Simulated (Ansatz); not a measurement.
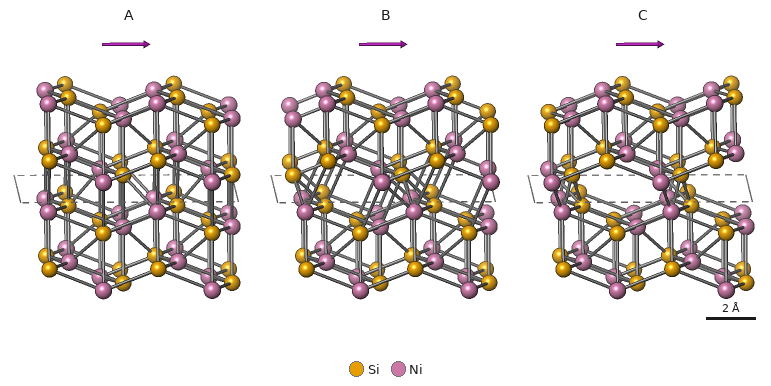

Energy scan for solid SiNi (P2_13), in which the crystal above a cut along the (1 0 0) plane of the conventional cell (between a plane of Ni/Si below and one of Ni/Si above, 1.33 Å apart) is slid rigidly by fractions of an in-plane lattice vector 4.47 Å long (a generalised stacking fault). One cut stands in each cell, which starts 8.9 Å high; nothing is relaxed, and the dashed outline marks the cut, the arrow on top the direction of slip. Style: ball-and-stick. Shown: the layers on both sides of the cut, from the side, nearly along the cut plane.

These are results of Ansatz, DFT PBEsol, scalar-relativistic, plane waves, PAW, not measurements. Set-up: plane-wave cutoff 420 eV; k-point mesh 9 × 9 × 5; occupations gaussian; smearing width 0.15 eV; no spin polarisation. Energies (free energies at the smearing named) are counted from the relaxed crystal.

Q: Rank the frames from lowest to highest energy.

A: Lowest first: A (the slip 0.00, 0 mJ/m²), B (the slip 0.20, 1963 mJ/m²), C (the slip 0.40, 9094 mJ/m²). Over the whole scan: the curve starts and ends at zero, since a full lattice vector restores the crystal. Its highest computed point is 11184 mJ/m² at slip 0.50, which the unstable stacking-fault energy of this rigid path equals or slightly exceeds. No local minimum shows among the points, so there is no metastable fault on this line. The path is symmetric about half-way. Relaxation across the fault would lower the values.

Limits of the set-up: an element that often carries a moment was run without spin polarisation.
